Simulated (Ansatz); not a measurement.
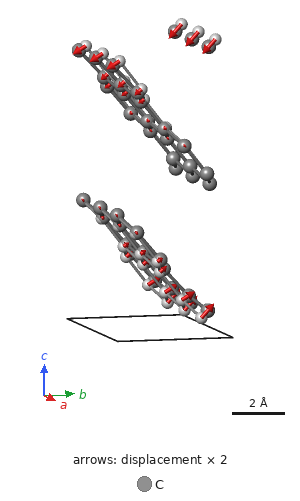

This is a relaxation of a slab of composition C (cut from the C2/m phase). The starting structure is drawn faded, the final one solid; red arrows show the displacements, magnified 2 times.

The picture is a ball-and-stick view of the 3 × 1 repeat of the cell, outlined in the plane, without the vacuum, seen slightly off an axis.

Case: (1 1 1) slab, atoms relaxed. The slab is the (1 1 1) face of C.

The calculation used Ansatz 0.2.0, DFT PBEsol, scalar-relativistic, plane waves, PAW.

The input:
```yaml
crystal:
  lattice:
    - [2.4588653568, 0.0, 0.0]
    - [-0.0082156207, 4.6028676067, 0.0]
    - [0.0, 0.0, 25.6256818996]
  atoms:
    - { symbol: C, position: [0.749205201, 0.7626120255, 0.2926751385] }
    - { symbol: C, position: [0.2488891958, 0.6675969581, 0.3144920543] }
    - { symbol: C, position: [0.2482523995, 0.4777165173, 0.3581472731] }
    - { symbol: C, position: [0.7479363943, 0.3827014499, 0.3799641888] }
    - { symbol: C, position: [0.7472995979, 0.1928210092, 0.4236194076] }
    - { symbol: C, position: [0.2469835927, 0.0978059417, 0.4454363234] }
    - { symbol: C, position: [0.2463467963, 0.907925501, 0.4890915421] }
    - { symbol: C, position: [0.7460307911, 0.8129104335, 0.5109084579] }
    - { symbol: C, position: [0.7453939948, 0.6230299928, 0.5545636766] }
    - { symbol: C, position: [0.2450779895, 0.5280149253, 0.5763805924] }
    - { symbol: C, position: [0.2444411932, 0.3381344846, 0.6200358112] }
    - { symbol: C, position: [0.744125188, 0.2431194171, 0.6418527269] }
    - { symbol: C, position: [0.7434883916, 0.0532389764, 0.6855079457] }
    - { symbol: C, position: [0.2431723864, 0.958223909, 0.7073248615] }
basis:
  ecutwfc: 420
kpoints:
  mp_grid: { grid: [11, 6, 1] }
hamiltonian:
  xc: pbesol
scf:
  occupations: { method: gaussian, width: 0.05 }
output:
  forces: true
  eigenvalues: true
  write_density: true
  write_potential: true
  elf: true
  volumetric_format: npy
relax:
  adjacent_minimum: "off"
  f_tol: 0.02
  max_steps: 60
efield:
  axis: 3
  dipole_correction: true
  ramp_width: 0.04
```

Command:
```bash
ansatz run input.yaml --threads 1 --pin off --max-ram 2560MiB --backend cpu --events-out ev --progress --plain --runs-dir out
```

What happened in the run?

Answer. Over 6 accepted moves (8 points after the start) the energy falls by 0.237 eV per cell of the calculation. The largest force component goes from 2.2 to 0.018 eV/Å. 2 steps only repeated the SCF at the same geometry. The largest moves relative to the layer's centre, 0.38 Å, are those of C1 and C14. C14 goes at 43° to the normal (−c side). The cell stays as it was. Some distances before and after: C12–C13 1.420 → 1.470 Å, C13–C14 1.420 → 1.375 Å, C10–C11 1.420 → 1.431 Å, C11–C12 1.420 → 1.413 Å. Bond angles that change, for instance: C2–C1–C2 120.0° → 126.8°, C1–C2–C3 120.0° → 116.6°.
